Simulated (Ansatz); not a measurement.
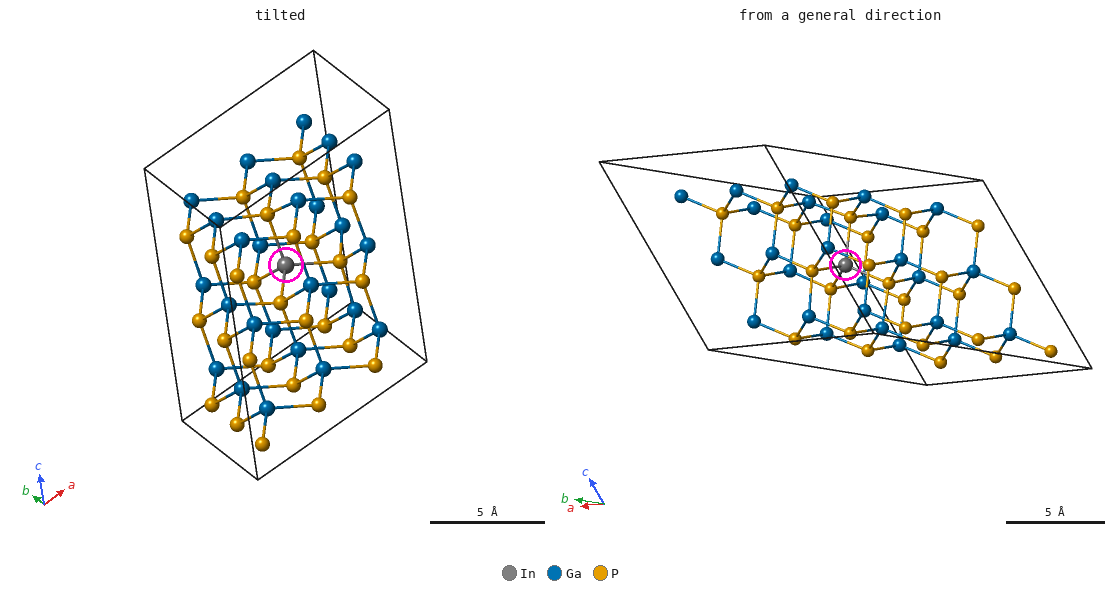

The figure gives a ball-and-stick picture of the atoms, viewed slightly off an axis and from a general direction. One supercell is outlined, and atoms on its boundary appear in each equivalent place. The host is GaP, in a cell of 54 sites, and the cell is neutral. A ring marks the defect's site.

### Name the defect and give its surroundings.

Indium on a gallium site (a substitutional impurity). It is bonded to four P in a tetrahedral arrangement at about 2.5 Å.

The atoms were relaxed in the host's cell with DFT PBE, scalar-relativistic, plane waves, PAW in Ansatz 0.2.0.
